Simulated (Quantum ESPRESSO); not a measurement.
# GaN (F-43m): modes at Γ and the response to a field, part 2 of 4

Aim: the zone-centre modes of GaN (F-43m).

Quantum ESPRESSO 7.5; DFT LDA, scalar-relativistic, plane waves, PseudoDojo norm-conserving pseudopotentials.

So far. Step 2 (A probe with smearing): A gap of 1.8 eV opens on this mesh, so the crystal is taken as an insulator; the start stands at -6.9 GPa. Step 4 (Ground state): The cell stands at 0.031 GPa, close enough for phonons.

## 5. Linear response at Γ

At q = 0 one unit cell holds all displacements; symmetry groups them into irreducible representations that are solved one by one. The response to a field gives ε∞ and the Born charges, which polar modes need.

ph.in reads:

```
phonons
 &inputph
    prefix='x',
    outdir='./tmp',
    fildyn='g.dyn',
    tr2_ph=1.0d-18,
    epsil=.true.,
 /
0.000000000000 0.000000000000 0.000000000000
```

On the command line:

```bash
$ OMP_NUM_THREADS=1 mpirun -n 4 ph.x -nk 4 -in ph.in > ph.out
```

Log:

```text
[banners, grids, parts of the stress and lines that vanish by symmetry left out]
[banner, memory and clock lines left out]
Program PHONON v.7.5

     ./tmp/x.save/

     IMPORTANT: XC functional enforced from input :
     Exchange-correlation= PW
                           (   1   4   0   0   0   0   0)
     Any further DFT definition will be discarded
     Please, verify this is what you really want

     G-vector sticks info

     Reading collected, re-writing distributed wavefunctions in ./tmp/

     Number and degeneracy of irreps per q-point
       N         xq(1)         xq(2)         xq(3)   N irreps
       1   0.000000000   0.000000000   0.000000000       2
        3   3

     Calculation of q =    0.0000000   0.0000000   0.0000000

     phonons

     bravais-lattice index     =            0
     lattice parameter (alat)  =       5.9500  a.u.
     unit-cell volume          =     148.9510 (a.u.)^3
     number of atoms/cell      =            2
     number of atomic types    =            2
     kinetic-energy cut-off    =      92.0000  Ry
     charge density cut-off    =     368.0000  Ry
     convergence threshold     =      1.0E-18
     beta                      =       0.7000
     number of iterations used =            4
     Exchange-correlation= PW
                           (   1   4   0   0   0   0   0)

     celldm(1)=    5.95004  celldm(2)=    0.00000  celldm(3)=    0.00000
     celldm(4)=    0.00000  celldm(5)=    0.00000  celldm(6)=    0.00000

     crystal axes: (cart. coord. in units of alat)
               a(1) = ( -0.7071  0.0000  0.7071 )
               a(2) = (  0.0000  0.7071  0.7071 )
               a(3) = ( -0.7071  0.7071  0.0000 )

     reciprocal axes: (cart. coord. in units 2 pi/alat)
               b(1) = ( -0.7071 -0.7071  0.7071 )
               b(2) = (  0.7071  0.7071  0.7071 )
               b(3) = ( -0.7071  0.7071 -0.7071 )

     Atoms inside the unit cell:

     Cartesian axes

     site n.  atom      mass           positions (alat units)
        1  Ga     69.7230   tau(    1) = (    0.00000    0.00000    0.00000  )
        2  N      14.0070   tau(    2) = (   -1.06066    1.06066    1.06066  )

     Computing dynamical matrix for
                    q = (   0.0000000   0.0000000   0.0000000 )

     25 Sym.Ops. (with q -> -q+G )

     G cutoff =  330.0100  (  17933 G-vectors)     FFT grid: ( 40, 40, 40)
     number of k points=    72
                       cart. coord. in units 2pi/alat
        k(    1) = (   0.0000000   0.0000000   0.0000000), wk =   0.0011574
        k(    2) = (  -0.0589256   0.0589256  -0.0589256), wk =   0.0092593
        k(    3) = (  -0.1178511   0.1178511  -0.1178511), wk =   0.0092593
        [... further k-points left out ...]

     PseudoPot. # 1 for Ga read from file:
     ./pseudo/Ga.upf
     Pseudo is Norm-conserving + core correction, Zval = 13.0
     Using radial grid of 1858 points,  6 beta functions with:
                l(1) =   0
                l(2) =   0
                l(3) =   1
                l(4) =   1
                l(5) =   2
                l(6) =   2

     PseudoPot. # 2 for N  read from file:
     ./pseudo/N.upf
     Pseudo is Norm-conserving + core correction, Zval =  5.0
     Using radial grid of 1058 points,  4 beta functions with:
                l(1) =   0
                l(2) =   0
                l(3) =   1
                l(4) =   1

     Mode symmetry, T_d (-43m)  point group:

     Electric field:
     Dielectric constant
     Born effective charges as d Force / d E

     Atomic displacements:
     There are    2 irreducible representations

     Representation     1      3 modes -  To be done

     Representation     2      3 modes -  To be done

     Alpha used in Ewald sum =   2.8000

     Electric Fields Calculation

      iter #   1   av.it.:   8.7
      thresh= 1.000E-02 alpha_mix =  0.700 |ddv_scf|^2 =  3.829E-08

      iter #   2   av.it.:  16.6
      thresh= 1.957E-05 alpha_mix =  0.700 |ddv_scf|^2 =  2.471E-09

      iter #   3   av.it.:  16.6
      thresh= 4.971E-06 alpha_mix =  0.700 |ddv_scf|^2 =  1.513E-10

      iter #   4   av.it.:  16.6
      thresh= 1.230E-06 alpha_mix =  0.700 |ddv_scf|^2 =  1.507E-12

      iter #   5   av.it.:  15.8
      thresh= 1.228E-07 alpha_mix =  0.700 |ddv_scf|^2 =  6.292E-14

      iter #   6   av.it.:  15.6
      thresh= 2.508E-08 alpha_mix =  0.700 |ddv_scf|^2 =  4.851E-16

      iter #   7   av.it.:  16.1
      thresh= 2.203E-09 alpha_mix =  0.700 |ddv_scf|^2 =  1.440E-17

      iter #   8   av.it.:  16.6
      thresh= 3.795E-10 alpha_mix =  0.700 |ddv_scf|^2 =  5.216E-20

     End of electric fields calculation

          Dielectric constant in cartesian axis

          (       5.764066996      -0.000000000       0.000000000 )
          (       0.000000000       5.764066996       0.000000000 )
          (       0.000000000       0.000000000       5.764066996 )

          Effective charges (d Force / dE) in cartesian axis without acoustic sum rule applied (asr)

           atom    1  Ga    Mean Z*:        2.64527
      Ex  (        2.64527       -0.00000        0.00000 )
      Ey  (        0.00000        2.64527        0.00000 )
      Ez  (       -0.00000        0.00000        2.64527 )
           atom    2  N     Mean Z*:       -2.64579
      Ex  (       -2.64579       -0.00000       -0.00000 )
      Ey  (       -0.00000       -2.64579       -0.00000 )
      Ez  (        0.00000       -0.00000       -2.64579 )

          Effective charges Sum: Mean:       -0.00052
             -0.00052       -0.00000       -0.00000
             -0.00000       -0.00052       -0.00000
             -0.00000        0.00000       -0.00052

          Effective charges (d Force / dE) in cartesian axis with asr applied:
           atom    1  Ga    Mean Z*:        2.64553
      E*x (        2.64553        0.00000        0.00000 )
      E*y (        0.00000        2.64553        0.00000 )
      E*z (       -0.00000        0.00000        2.64553 )
           atom    2  N     Mean Z*:       -2.64553
      E*x (       -2.64553       -0.00000       -0.00000 )
      E*y (       -0.00000       -2.64553       -0.00000 )
      E*z (        0.00000       -0.00000       -2.64553 )

     Representation #   1 modes #   1   2   3

     Self-consistent Calculation

      iter #   1   av.it.:   8.9
      thresh= 1.000E-02 alpha_mix =  0.700 |ddv_scf|^2 =  3.922E-07

      iter #   2   av.it.:  16.1
      thresh= 6.263E-05 alpha_mix =  0.700 |ddv_scf|^2 =  7.713E-09

      iter #   3   av.it.:  16.7
      thresh= 8.783E-06 alpha_mix =  0.700 |ddv_scf|^2 =  2.233E-10

      iter #   4   av.it.:  16.6
      thresh= 1.494E-06 alpha_mix =  0.700 |ddv_scf|^2 =  1.161E-11

      iter #   5   av.it.:  16.3
      thresh= 3.408E-07 alpha_mix =  0.700 |ddv_scf|^2 =  1.033E-13

      iter #   6   av.it.:  16.0
      thresh= 3.214E-08 alpha_mix =  0.700 |ddv_scf|^2 =  4.297E-16

[...]
End of self-consistent calculation

     Convergence has been achieved

     Representation #   2 modes #   4   5   6

     Self-consistent Calculation

[...]
iter #   2   av.it.:  17.1
      thresh= 2.239E-04 alpha_mix =  0.700 |ddv_scf|^2 =  6.987E-07

      iter #   3   av.it.:  16.7
      thresh= 8.359E-05 alpha_mix =  0.700 |ddv_scf|^2 =  2.235E-09

      iter #   4   av.it.:  16.8
      thresh= 4.728E-06 alpha_mix =  0.700 |ddv_scf|^2 =  1.443E-11

      iter #   5   av.it.:  16.1
      thresh= 3.798E-07 alpha_mix =  0.700 |ddv_scf|^2 =  4.437E-14

      iter #   6   av.it.:  16.2
      thresh= 2.106E-08 alpha_mix =  0.700 |ddv_scf|^2 =  7.460E-16

      iter #   7   av.it.:  16.1
      thresh= 2.731E-09 alpha_mix =  0.700 |ddv_scf|^2 =  6.871E-18

      iter #   8   av.it.:  16.1
      thresh= 2.621E-10 alpha_mix =  0.700 |ddv_scf|^2 =  1.992E-19

     End of self-consistent calculation

     Convergence has been achieved

     Number of q in the star =    1
     List of q in the star:
          1   0.000000000   0.000000000   0.000000000

          Dielectric constant in cartesian axis

          (       5.764066996      -0.000000000       0.000000000 )
          (       0.000000000       5.764066996       0.000000000 )
          (       0.000000000       0.000000000       5.764066996 )

          Effective charges (d Force / dE) in cartesian axis without acoustic sum rule applied (asr)

           atom    1  Ga    Mean Z*:        2.64527
      Ex  (        2.64527       -0.00000        0.00000 )
      Ey  (        0.00000        2.64527        0.00000 )
      Ez  (       -0.00000        0.00000        2.64527 )
           atom    2  N     Mean Z*:       -2.64579
      Ex  (       -2.64579       -0.00000       -0.00000 )
      Ey  (       -0.00000       -2.64579       -0.00000 )
      Ez  (        0.00000       -0.00000       -2.64579 )

          Effective charges Sum: Mean:       -0.00052
             -0.00052       -0.00000       -0.00000
             -0.00000       -0.00052       -0.00000
             -0.00000        0.00000       -0.00052

          Effective charges (d Force / dE) in cartesian axis with asr applied:
           atom    1  Ga    Mean Z*:        2.64553
      E*x (        2.64553        0.00000        0.00000 )
      E*y (        0.00000        2.64553        0.00000 )
      E*z (       -0.00000        0.00000        2.64553 )
           atom    2  N     Mean Z*:       -2.64553
      E*x (       -2.64553       -0.00000       -0.00000 )
      E*y (       -0.00000       -2.64553       -0.00000 )
      E*z (        0.00000       -0.00000       -2.64553 )

     Diagonalizing the dynamical matrix

     q = (    0.000000000   0.000000000   0.000000000 )

 **************************************************************************
     freq (    1) =       0.043057 [THz] =       1.436234 [cm-1]
     freq (    2) =       0.043057 [THz] =       1.436234 [cm-1]
     freq (    3) =       0.043057 [THz] =       1.436234 [cm-1]
     freq (    4) =      16.606315 [THz] =     553.927055 [cm-1]
     freq (    5) =      16.606315 [THz] =     553.927055 [cm-1]
     freq (    6) =      16.606315 [THz] =     553.927055 [cm-1]
 **************************************************************************

     Mode symmetry, T_d (-43m)  point group:

     freq (   1-   3) =          1.4  [cm-1]   --> T_2  G_15 P_4   I+R
     freq (   4-   6) =        553.9  [cm-1]   --> T_2  G_15 P_4   I+R
```

Run time: 3.5 min. Hardware: 4 MPI ranks of Intel Xeon Platinum 8375C at 2.90GHz (Ice Lake), shared host.

Read from the output:

```yaml
miss_of_the_charge_sum_rule: 5.20e-4 e
largest_acoustic_frequency_at_the_zone_centre_before_the_sum_rule: 1.44 cm⁻¹
highest_optical_zone_centre_mode_no_lo_to_term: 553.9 cm⁻¹
lowest_optical_zone_centre_mode: 553.9 cm⁻¹
mean_high_frequency_dielectric_constant: 5.764
largest_born_charge_in_size_third_of_the_trace: 2.646 e
```

Born charge (rows field, columns displacement), before the sum rule (e), principal values of the symmetric part by kind of site:

```csv
atom,atoms with these values,low,middle,high,mean
Ga1,1,2.65,2.65,2.65,2.65
N2,1,-2.65,-2.65,-2.65,-2.65
```

In full for Ga1:

```
2.65 0.00 0.00
0.00 2.65 0.00
0.00 0.00 2.65
```

High-frequency dielectric tensor:

```
5.76 0.00 0.00
0.00 5.76 0.00
0.00 0.00 5.76
```

The acoustic modes at Γ come out as far as 1.4 cm⁻¹ from zero, where they should vanish, a small numerical error; the Born charges miss their sum rule by 5.2e-4 e, which is good.

## 6. Zone-centre analysis

A rigid shift of the crystal must cost nothing, but grids and finite bases break this; the acoustic sum rule is imposed before the matrix is diagonalised again. With Born charges the intensities follow, and the static dielectric tensor.

dynmat.in reads:

```
 &input
    fildyn='g.dyn',
    asr='simple',
    fileig='dynmat.eig',
    lperm=.true.,
 /
```

On the command line:

```bash
$ dynmat.x -in dynmat.in > dynmat.out
```

Log:

```text
[banner, memory and clock lines left out]
Program DYNMAT v.7.5

     Reading Dynamical Matrix from file g.dyn
     ...Force constants read
     ...epsilon and Z* read
     A direction for q was not specified:TO-LO splitting will be absent

     Polarizability (A^3 units)
     multiply by 0.386395 for Clausius-Mossotti correction
         8.367871    0.000000    0.000000
        -0.000000    8.367871    0.000000
         0.000000    0.000000    8.367871

     IR activities are in (D/A)^2/amu units

# mode   [cm-1]    [THz]      IR
    1     -0.00   -0.0000    0.0000
    2     -0.00   -0.0000    0.0000
    3      0.00    0.0000    0.0000
    4    553.92   16.6061   13.8438
    5    553.92   16.6061   13.8438
    6    553.92   16.6061   13.8438

Electronic dielectric permittivity tensor (relative, adimensional)
         5.764067    0.000000    0.000000
        -0.000000    5.764067    0.000000
         0.000000    0.000000    5.764067

 ... with zone-center polar mode contributions
        10.123853   -0.000000    0.000000
        -0.000000   10.123853    0.000000
         0.000000    0.000000   10.123853
```

Run time: 0.57 s. Hardware: 1 thread.

Read from the output:

```yaml
mean_static_dielectric_constant: 10.12
```

Unit eigenvectors of the mass-weighted matrix after the sum rule; no LO-TO term. Modes at Γ, with each element's share of the kinetic energy:

| mode | frequency (cm⁻¹) | symmetry | Ga % | N % |
| --- | --- | --- | --- | --- |
| 1 | 0.0 | acoustic | 83 | 17 |
| 2 | 0.0 | acoustic | 83 | 17 |
| 3 | 0.0 | acoustic | 83 | 17 |
| 4 | 553.9 | T2 | 17 | 83 |
| 5 | 553.9 | T2 | 17 | 83 |
| 6 | 553.9 | T2 | 17 | 83 |

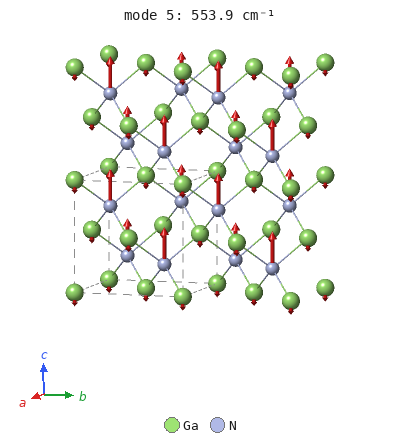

Displacement patterns of mode 5 at Γ; arrows are exaggerated. Bonds to atoms that aren't drawn are left out. 1×2×2 conventional cells are drawn. Some periodic images of atoms are drawn too.

Degenerate modes summed, no LO-TO term. Lines of the infrared spectrum (strongest = 100):

```
position (cm⁻¹)  lines merged  label  IR intensity, relative
            554             3     T2                     100
```

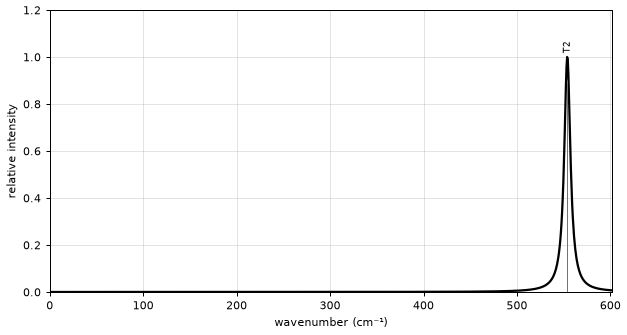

The infrared spectrum, broadened with Lorentzians of width 8 cm⁻¹; bars mark the lines.

Static dielectric tensor (ions relaxed, fixed cell):

```
10.12  0.00  0.00
 0.00 10.12  0.00
 0.00  0.00 10.12
```

The rule moves no optical mode by more than 0.1 cm⁻¹.

## 7. Modes along a direction of q (1 0 0)

A longitudinal polar mode sets up a macroscopic field that stiffens it; the term hangs on the direction from which q goes to zero.

dynmat.in reads:

```
 &input
    fildyn='g.dyn',
    asr='simple',
    fileig='dynmat.eig',
    q(1)=1.0,
    q(2)=0.0,
    q(3)=0.0,
 /
```

On the command line:

```bash
$ dynmat.x -in dynmat.in > dynmat.out
```

Log:

```text
[banner, memory and clock lines left out]
Program DYNMAT v.7.5

     Reading Dynamical Matrix from file g.dyn
     ...Force constants read
     ...epsilon and Z* read

     Polarizability (A^3 units)
     multiply by 0.386395 for Clausius-Mossotti correction
         8.367871    0.000000    0.000000
        -0.000000    8.367871    0.000000
         0.000000    0.000000    8.367871

     IR activities are in (D/A)^2/amu units

# mode   [cm-1]    [THz]      IR
    1     -0.00   -0.0000    0.0000
    2     -0.00   -0.0000    0.0000
    3      0.00    0.0000    0.0000
    4    553.92   16.6061   13.8438
    5    553.92   16.6061   13.8438
    6    734.10   22.0078   13.8438
```

The job ended after 0.56 s (1 thread).

Read from the output:

```
highest mode moved by the LO-TO term : 734.1 cm⁻¹
```

Zone-centre frequencies as printed; negative means imaginary. Modes:

```csv
mode,frequency (cm⁻¹)
1,0
2,0
3,0
4,553.9
5,553.9
6,734.1
```

The field moves one mode, from 554 to 734 cm⁻¹; the others stay.

## 8. Ground state, volume × 0.94

Bonds stiffen under compression, so frequencies follow the volume; the atoms are not relaxed anew.

scf.in reads:

```
 &control
    calculation='scf',
    prefix='x',
    outdir='./tmp',
    pseudo_dir='./pseudo',
    tprnfor=.true.,
    tstress=.true.,
 /
 &system
    ibrav=0,
    nat=2,
    ntyp=2,
    ecutwfc=92.0,
    occupations='fixed',
    nbnd=11,
 /
 &electrons
    conv_thr=1.0d-12,
    mixing_beta=0.7,
    electron_maxstep=100,
 /
ATOMIC_SPECIES
 Ga     69.7230  Ga.upf
 N      14.0070  N.upf
CELL_PARAMETERS angstrom
    -2.180962883    0.000000000    2.180962883
     0.000000000    2.180962883    2.180962883
    -2.180962883    2.180962883    0.000000000
ATOMIC_POSITIONS crystal
 Ga     0.000000000   0.000000000   0.000000000
 N      0.750000000   0.750000000   0.750000000
K_POINTS automatic
 12 12 12 0 0 0
```

On the command line:

```bash
$ OMP_NUM_THREADS=1 mpirun -n 4 pw.x -nk 4 -in scf.in > scf.out
```

Log:

```text
[banners, grids, parts of the stress and lines that vanish by symmetry left out]
[banner, memory and clock lines left out]
Program PWSCF v.7.5

[...]
kinetic-energy cutoff     =      92.0000  Ry
     charge density cutoff     =     368.0000  Ry
     scf convergence threshold =      1.0E-12
[...]
Exchange-correlation= SLA  PW   NOGX NOGC
                           (   1   4   0   0   0   0   0)
[...]
24 Sym. Ops. (no inversion) found
[...]
number of k points=    72
[...]
End of self-consistent calculation
[...]
highest occupied, lowest unoccupied level (ev):    11.8875   14.3083
!    total energy              =    -173.54532909 Ry
[...]
convergence has been achieved in  16 iterations
[...]
atom    1 type  1   force =     0.00000000    0.00000000    0.00000000
     atom    2 type  2   force =     0.00000000   -0.00000000    0.00000000
     Total force =     0.000000     Total SCF correction =     0.000000
[...]
total   stress  (Ry/bohr**3)                   (kbar)     P=      143.90
[...]
XML data file, charge density, pseudopotentials, collected wavefunctions
```

Elapsed: 8.4 s, on 4 MPI ranks.

Numbers from this step:

* volume per atom: 10.37 Å³
* pressure: 14.39 GPa
* gap on the k-mesh: 2.421 eV

(Continued in part 3 of 4.)

[Host names and launcher messages were left out of these logs when they were recorded.]

[Logs are printed without paths, hosts, clocks, repeated set-up lines and the standing remarks that a program may print on its own settings, such as how far it seeks lower states.]

[Hosts, paths, dates, database ids (printed as entryN), source tags and the programs' standing remarks are cut or masked in the printed files.]
